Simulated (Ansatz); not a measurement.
**PbSe: density, localisation and related maps**

Input

```
crystal:
  lattice:
    - [2.15487659, -6.13394735, 0.0]
    - [2.15487659, 6.13394735, 0.0]
    - [0.0, 0.0, 4.45049357]
  atoms:
    - { symbol: Pb, position: [0.63176073, 0.36823927, 0.75] }
    - { symbol: Pb, position: [0.36823927, 0.63176073, 0.25] }
    - { symbol: Se, position: [0.86128996, 0.13871004, 0.75] }
    - { symbol: Se, position: [0.13871004, 0.86128996, 0.25] }
kpoints:
  mp_grid: { grid: [6, 6, 6] }
hamiltonian:
  xc: pbe
  dispersion: d3bj
scf:
  occupations: { method: fermi_dirac, width: 0.02 }
relax:
  f_tol: 0.005
  cell: {}
output:
  write_density: true
  write_potential: true
  elf: true
  volumetric_format: npy
```

Launched as:

```sh
ansatz run input.yaml --threads 2 --pin off --max-ram 2211MiB --backend cpu --events-out ev --progress --plain --runs-dir out
```

Below, planes, directions and counts refer to the conventional cell (a = 4.25 Å, b = 11.88 Å, c = 4.45 Å, α = 90.00°, β = 90.00°, γ = 90.00°).

The fields are those of the relaxed geometry.

Space group Cmcm; a structure from a database of computed crystals, not necessarily the ambient phase; started from the database structure prototype, which need not be the ambient phase.

The calculation used DFT, PBE-D3(BJ), plane waves, PAW (Ansatz 0.2.0).

Core electrons are frozen (PAW), and the valence fields are smoothed inside the atomic spheres.

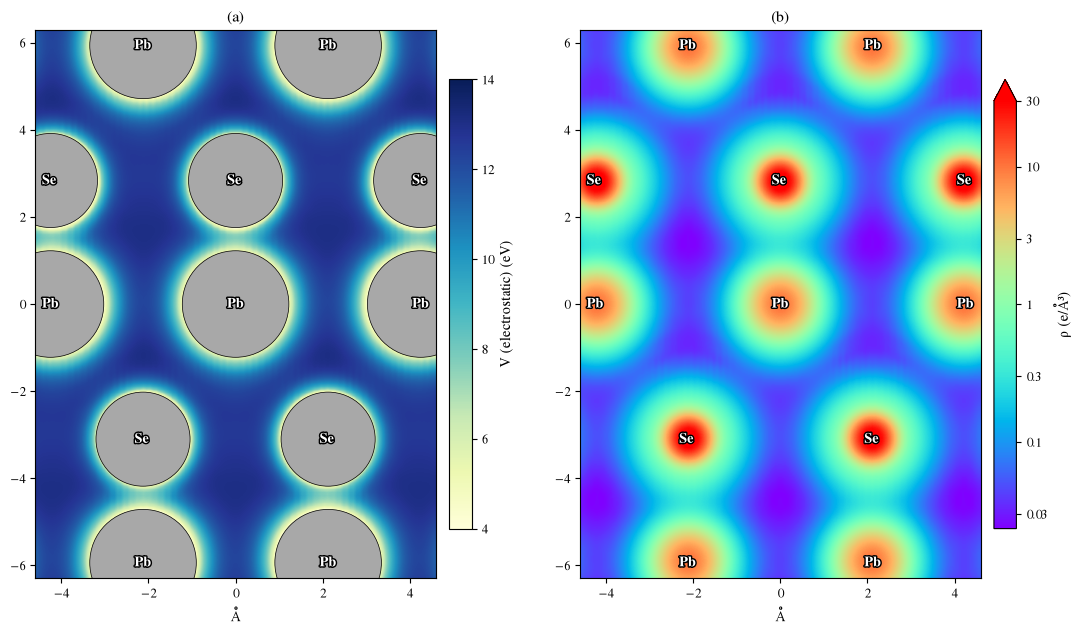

Figure 1. (a) electrostatic potential (local pseudopotential plus Hartree) felt by an electron; (b) valence pseudo-density on the (001) plane of the conventional cell. Grey discs cover the atomic cores in the potential map.

Describe what can be read from this map.

Answer.
- The section cuts through Pb and Se sites.
- Pb–Se (2.84 Å): ρ at the midpoint is about 0.33 e/Å³.
- Between the atoms the lowest density in this plane is 0.02 e/Å³.
- Outside the cores the potential energy rises away from the atoms and is highest about 1.9 Å from the nearest atoms; its zero is arbitrary.

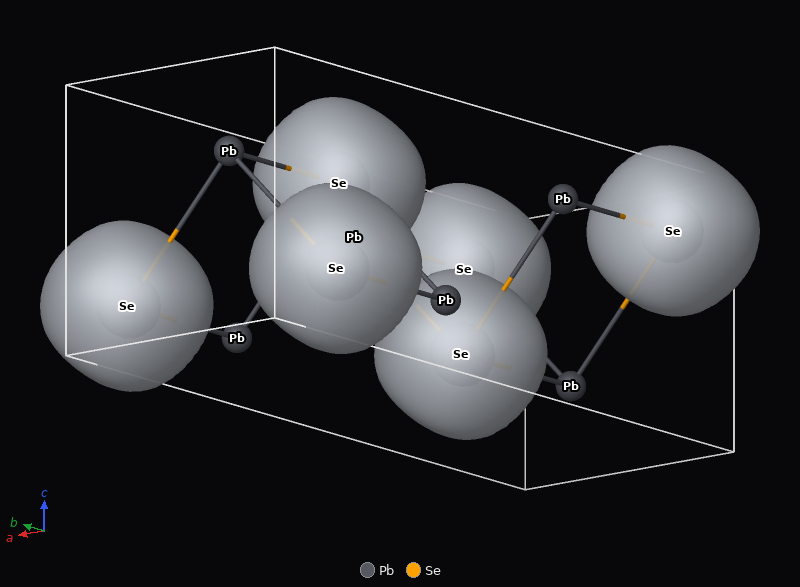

Figure 2. Isosurface of the electron localisation function at 0.6 (grey), seen at an oblique angle. Core shells and regions of very low density are left out. Sticks mark near contacts.

What do the ELF domains correspond to?

Answer. The ELF exceeds this value in four regions wrapped around Se (the valence shell of each), counted in one cell of 8 atoms. Regions shared between cells count once. Profiles from the grid: Pb–Se (2.84 Å): the ELF is about 0.40 at the midpoint and 0.25 at its lowest between the atoms. Pb–Se (3.08 Å): the ELF is about 0.30 at the midpoint.

Metal or insulator at this level of theory?

Answer. It is gapped, with a Kohn–Sham gap of 0.99 eV on the k-point mesh (the band edges may lie off the mesh, which would make the gap smaller).
